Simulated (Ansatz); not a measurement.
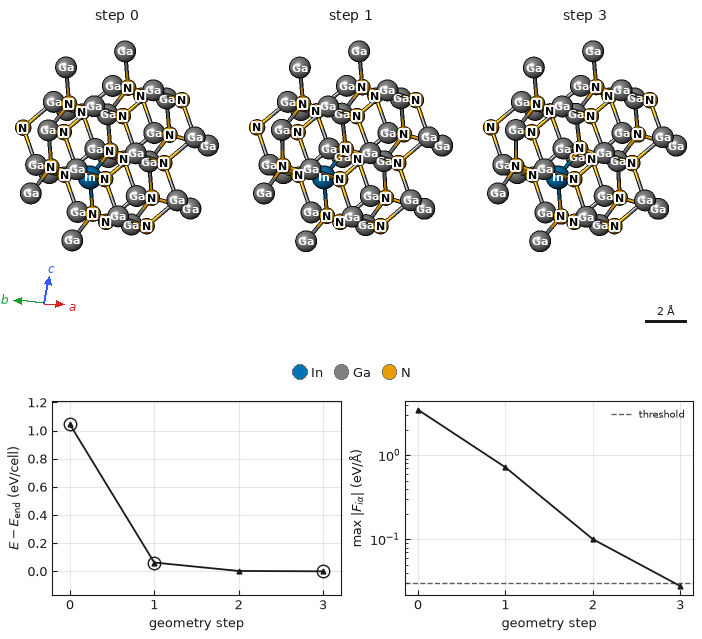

Frames of a relaxation of a defect cell of composition InGa$_{31}$N$_{32}$, marked on the history of the run. The picture is a ball-and-stick view of the atoms within 5.0 Å of the atom that moves most (axes of the cell of the calculation (origin shifted)), seen from a free direction.

Theory: DFT PBE, scalar-relativistic, plane waves, PAW (Ansatz). Settings: plane-wave cutoff 420 eV; k-point mesh 2 × 2 × 2; occupations gaussian; smearing width 0.02 eV; mesh shifted by (0.5, 0.5, 0.5); no spin polarisation; atoms relaxed in a fixed cell; force threshold 0.03 eV/Å; at most 40 steps.

Question: What happens along the run?

Answer: An N atom moves most: 0.16 Å roughly along [3 1 2]. By element the largest moves are N 0.16 Å, Ga 0.04 Å. In stays in place. The lattice vectors keep their values. Among the contacts that change: In–N 1.975 → 2.134 Å, Ga–N 1.967 → 1.943 Å, Ga–N 1.975 → 1.956 Å, Ga–N 1.975 → 1.987 Å. Among the angles between lasting bonds that change: N–Ga–N 109.8° → 106.0°, In–N–Ga 109.2° → 105.5°, In–N–Ga 109.8° → 106.2°. Over 3 geometry steps the energy falls by 1.044 eV per cell of the calculation. Largest force component: 3.5 eV/Å at the start, 0.028 eV/Å at the end. From step 0 to 1: N atoms move most (0.12 Å), energy −0.982 eV per cell of the calculation. From step 1 to 3: an N atom moves most (0.04 Å), energy −62.5 meV per cell of the calculation.

| step | E − E(0), meV/atom | largest force component, eV/Å |
| --- | --- | --- |
| 0 | 0.00 | 3.4721 |
| 1 | -15.34 | 0.7195 |
| 2 | -16.27 | 0.1007 |
| 3 | -16.32 | 0.0279 |
